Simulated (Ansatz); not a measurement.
CaSe (space group Fm-3m, No. 225): the end point of a relaxation with DFT LDA, scalar-relativistic, plane waves, PAW (Ansatz 0.2.0).

```
Ca Se
1.0
     5.79130    0.00000    0.00000
     0.00000    5.79130    0.00000
     0.00000    0.00000    5.79130
Ca Se
4 4
Direct
  0.00000 0.00000 0.00000
  0.00000 0.50000 0.50000
  0.50000 0.00000 0.50000
  0.50000 0.50000 0.00000
  0.50000 0.00000 0.00000
  0.50000 0.50000 0.50000
  0.00000 0.00000 0.50000
  0.00000 0.50000 0.00000
```

Describe the stacking along [111], naming the columns A, B, C as they first turn up.

Ca(A) – Se(B) – Ca(C) – Se(A) – Ca(B) – Se(C) (six layers in 10.03 Å).

Se layers alone: BAC, the cubic close-packed type.

Ca: three octahedral sites (per hexagonal cell).

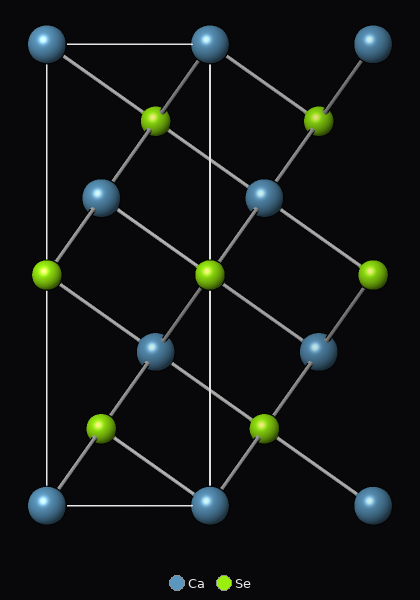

Projection along an edge of the hexagonal mesh, stacking direction [111] upwards. Every atom sits on one of the three columns of the mesh; call them A, B, C in the order in which they first turn up. The box is the hexagonal cell of the face-centred cubic lattice. The sequence starts with the first layer at or above the cell's origin.
